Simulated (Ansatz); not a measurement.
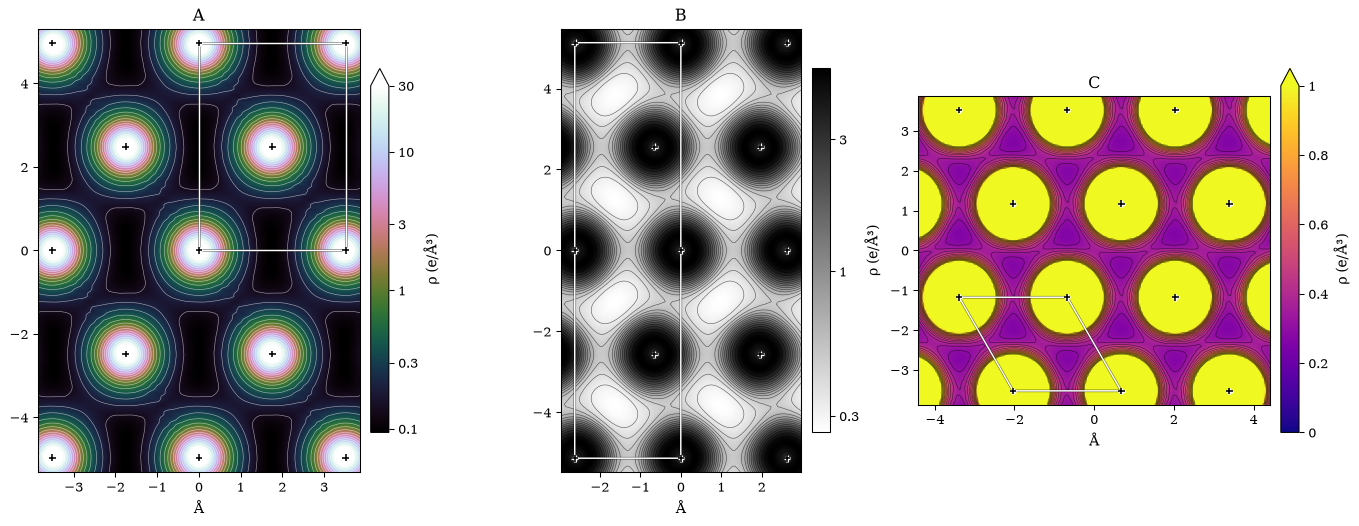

The valence charge density (pseudo) of 3 systems, each on a plane through atoms (crosses mark nuclei in the plane).

The calculation used Ansatz 0.2.0, DFT, PBE, plane waves (420 eV) with PAW, scalar-relativistic.

System 1: Ge, the (101̄) plane of the conventional cell. Space group Im-3m; set up as Ge, bcc; a generated structure, not necessarily the stable one; changed on purpose from its base cell (volume × 1.12); computed pressure about −6 GPa in this cell.

```
CELL_PARAMETERS angstrom
3.51176 0.00000 0.00000
0.00000 3.51176 0.00000
0.00000 0.00000 3.51176
ATOMIC_POSITIONS crystal
Ge 0.00000 0.00000 0.00000
Ge 0.50000 0.50000 0.50000
```

System 2: W, the (011̄) plane of the conventional cell. Space group Fddd; set up as W, beta-Sn type; a generated structure, not necessarily the stable one; changed on purpose from its base cell (volume × 0.92); computed pressure about 28 GPa in this cell.

```yaml
crystal:
  lattice:
    - [-0.00018, -0.00018, -2.62060]
    - [3.70793, -3.70793, 0.00000]
    - [-6.24026, -6.24026, -0.00065]
  atoms:
    - { symbol: W, position: [0.75000, 0.75000, 0.75000] }
    - { symbol: W, position: [0.25000, 0.25000, 0.75000] }
    - { symbol: W, position: [0.75000, 0.25000, 0.25000] }
    - { symbol: W, position: [0.25000, 0.75000, 0.25000] }
    - { symbol: W, position: [0.50000, 0.50006, 0.50000] }
    - { symbol: W, position: [0.00000, 0.00006, 0.50000] }
    - { symbol: W, position: [0.50000, 0.00006, 0.00000] }
    - { symbol: W, position: [0.00000, 0.50006, 0.00000] }
```

System 3: Rh, the (001) plane of the conventional cell. Space group P6₃/mmc; set up as Rh, dhcp; a generated structure, not necessarily the stable one; changed on purpose from its base cell (volume × 1.0); computed without spin polarisation.

```yaml
crystal:
  lattice:
    - [2.71253, 0.00000, 0.00000]
    - [-1.35626, 2.34912, 0.00000]
    - [0.00000, 0.00000, 8.84660]
  atoms:
    - { symbol: Rh, position: [0.00000, 0.00000, 0.00000] }
    - { symbol: Rh, position: [0.00000, 0.00000, 0.50000] }
    - { symbol: Rh, position: [0.33333, 0.66667, 0.25000] }
    - { symbol: Rh, position: [0.66667, 0.33333, 0.75000] }
```

Question: Match each panel to its system.

Answer: Panel A is system 1, Ge: the plane holds Ge. Ge–Ge (3.04 Å): ρ at the midpoint is about 0.17 e/Å³. Panel B is system 2, W: the plane holds W. W–W (2.62 Å): the density is about 0.5 e/Å³ at the midpoint. Panel C is system 3, Rh: the plane holds Rh. Rh–Rh (2.71 Å): ρ at the midpoint is about 0.35 e/Å³.
